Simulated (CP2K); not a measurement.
**A series of single points on C**

System: C (2 atoms in the cell).
Method: Kohn-Sham DFT of a periodic cell, PBE, GTH-PBE with UZH-TZVP basis, no spin polarisation (CP2K 2026.2).

The 6 runs differ only in the geometry, by an even scaling of the cell at fixed fractional positions. The structure derives from an entry of the Crystallography Open Database.

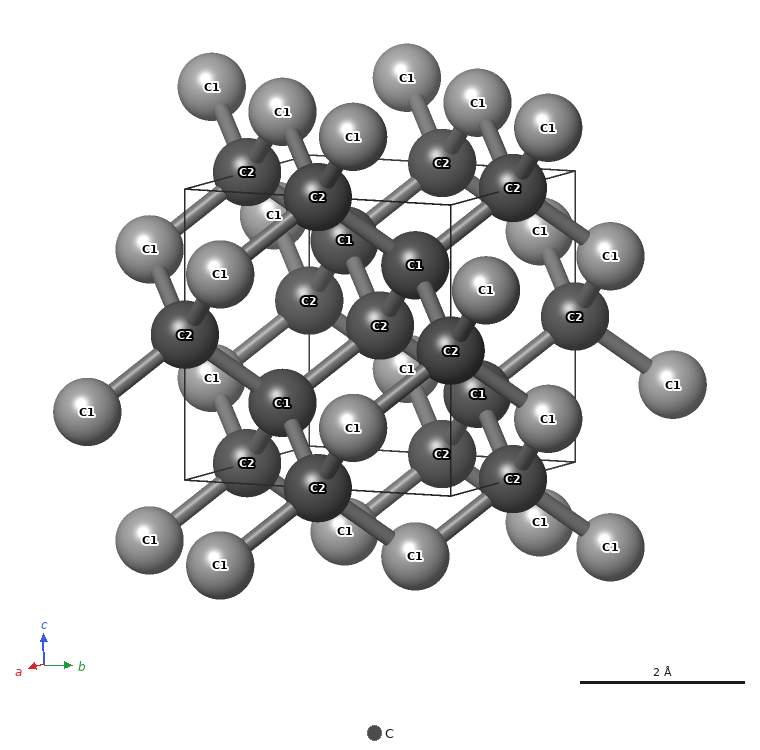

Figure 1. The structure of run 4 (ball-and-stick view of the cell 4 times as large as that of the calculation, set on its symmetry axes, seen at an oblique angle; neighbours outside the cell are drawn fainter; atoms are numbered from 1 in the order of the input).

### Input of run 4
```
&GLOBAL
  PROJECT c_eos
  RUN_TYPE ENERGY_FORCE
  PRINT_LEVEL LOW
&END GLOBAL
&FORCE_EVAL
  METHOD QS
  STRESS_TENSOR ANALYTICAL
  &DFT
    BASIS_SET_FILE_NAME BASIS_MOLOPT_UZH
    POTENTIAL_FILE_NAME POTENTIAL_UZH
    WFN_RESTART_FILE_NAME previous-RESTART.kp
    &MGRID
      CUTOFF 450
      REL_CUTOFF 60
      NGRIDS 4
    &END MGRID
    &QS
      METHOD GPW
      EPS_DEFAULT 1.0E-10
    &END QS
    &KPOINTS
      SCHEME MONKHORST-PACK 13 13 13
      GAMMA_CENTERED T
      SYMMETRY T
      SYMMETRY_BACKEND SPGLIB
    &END KPOINTS
    &SCF
      SCF_GUESS RESTART
      EPS_SCF 1.0E-6
      MAX_SCF 100
      ADDED_MOS 10
      CHOLESKY OFF
      EPS_EIGVAL 1.0E-7
      &DIAGONALIZATION ON
        ALGORITHM STANDARD
      &END DIAGONALIZATION
      &MIXING ON
        METHOD BROYDEN_MIXING
        ALPHA 0.4
        BETA 1.5
        NBUFFER 8
      &END MIXING
      &SMEAR ON
        METHOD FERMI_DIRAC
        ELECTRONIC_TEMPERATURE [K] 580.226
      &END SMEAR
    &END SCF
    &XC
      &XC_FUNCTIONAL
        &GGA_X_PBE
        &END GGA_X_PBE
        &GGA_C_PBE
        &END GGA_C_PBE
      &END XC_FUNCTIONAL
    &END XC
    &PRINT
      &KPOINTS ON
      &END KPOINTS
      &MULLIKEN ON
      &END MULLIKEN
      &MO ON
        ENERGIES T
        OCCUPATION_NUMBERS T
        &EACH
          QS_SCF 0
        &END EACH
        ADD_LAST NUMERIC
      &END MO
    &END PRINT
  &END DFT
  &SUBSYS
    &CELL
      A 2.5387689516 0.0000000000 0.0000000000
      B 1.2693844758 2.1986384064 0.0000000000
      C 1.2693844758 0.7328794688 2.0728961687
      PERIODIC XYZ
    &END CELL
    &COORD
      SCALED
      C   0.7500000000 0.7500000000 0.7500000000
      C   0.5000000000 0.5000000000 0.5000000000
    &END COORD
    &KIND C
      BASIS_SET TZVP-MOLOPT-PBE-GTH-q4
      POTENTIAL GTH-PBE-q4
    &END KIND
    &PRINT
      &ATOMIC_COORDINATES ON
      &END ATOMIC_COORDINATES
      &CELL ON
      &END CELL
      &SYMMETRY ON
      &END SYMMETRY
    &END PRINT
  &END SUBSYS
  &PRINT
    &FORCES ON
    &END FORCES
    &STRESS_TENSOR ON
    &END STRESS_TENSOR
  &END PRINT
&END FORCE_EVAL
```

Command:
```bash
OMP_NUM_THREADS=1 cp2k.psmp -i c_eos.inp -o c_eos.out
```

Lattice vectors (Å) and fractional positions of run 4:
```
   2.538769    0.000000    0.000000
   1.269384    2.198638    0.000000
   1.269384    0.732879    2.072896
C   0.750000  0.750000  0.750000
C   0.500000  0.500000  0.500000
```

Run 2 differs from it as follows:
```diff
-      A 2.5387689516 0.0000000000 0.0000000000
-      B 1.2693844758 2.1986384064 0.0000000000
-      C 1.2693844758 0.7328794688 2.0728961687
+      A 2.4879798887 0.0000000000 0.0000000000
+      B 1.2439899444 2.1546537878 0.0000000000
+      C 1.2439899444 0.7182179293 2.0314270726
```

### Results, with one run withheld

```csv
run,volume per atom (Å³),"free energy per atom, from the lowest run given (meV)",pressure (GPa),gap on the mesh (eV)
1,5.332,38.87,34.57,4.69
2,5.445,?,?,?
3,5.558,5.58,13.12,4.59
4,5.785,0.00,−4.67,4.50
5,5.899,6.08,−12.39,4.45
6,6.012,17.39,−19.43,4.41
```

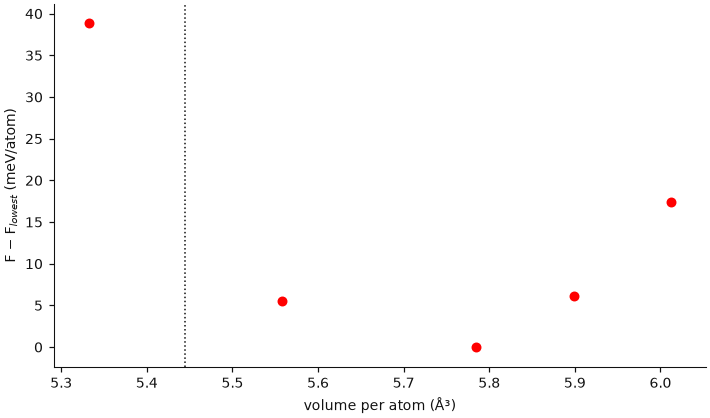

Figure 2. Free energy per atom of the runs given; the dotted line marks run 2.

Fit the runs given and predict run 2.

A cubic polynomial in V^(−2/3) (the Birch–Murnaghan form), fitted to the 5 runs given, misses them by at most 0.03 meV per atom. With x = V^(−2/3) − 0.31308 Å⁻², it reads F = −0.92655 + 164.53 x + 1.7697e+05 x² − 50306 x³ (meV per atom). At run 2 it gives 18.43 meV per atom, and the run itself gives 18.44. The slope of the fit gives a pressure −dF/dV of 23.42 GPa there, and the run prints 23.34 GPa. The two needn't agree exactly: the fit is approximate, and the printed stress is taken on a finite basis. The fit has its minimum at 5.721 Å³ per atom, where V d²F/dV² gives 431 GPa: the bulk modulus at this level, since symmetry fixes the shape and the positions. The gap on the mesh goes, without turning, from 4.69 eV in run 1 to 4.41 eV in run 6; run 2 has 4.64 eV. These are gaps of this functional on this mesh, which can miss the band edges; they aren't the measured gap.

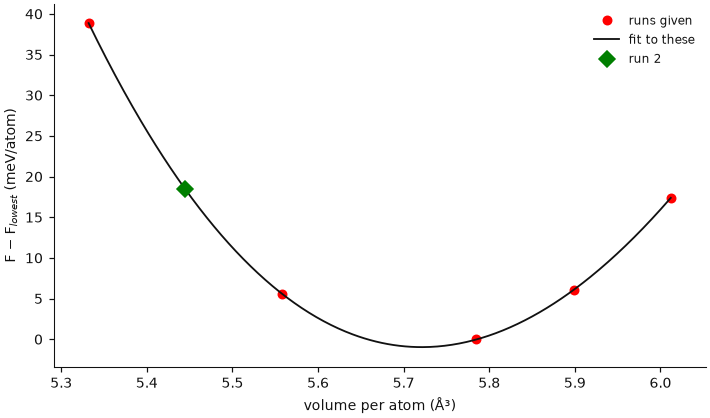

Figure 3. The fit and the withheld run.

### Some lines of the output (run 2)
```
[...]
 MO| Band gap:            0.437594 a.u.         11.907538 eV
 MO| Band gap:            0.436639 a.u.         11.881551 eV
 MO| Band gap:            0.432680 a.u.         11.773822 eV
 MO| Band gap:            0.428044 a.u.         11.647668 eV
 MO| Band gap:            0.423978 a.u.         11.537024 eV
 MO| Band gap:            0.420332 a.u.         11.437807 eV
 MO| Band gap:            0.424604 a.u.         11.554052 eV
 MO| Band gap:            0.439342 a.u.         11.955103 eV
 MO| Band gap:            0.436247 a.u.         11.870885 eV
 MO| Band gap:            0.434569 a.u.         11.825237 eV
 MO| Band gap:            0.435368 a.u.         11.846957 eV
 MO| Band gap:            0.438395 a.u.         11.929345 eV
 MO| Band gap:            0.440629 a.u.         11.990117 eV
 MO| Band gap:            0.435256 a.u.         11.843915 eV
```
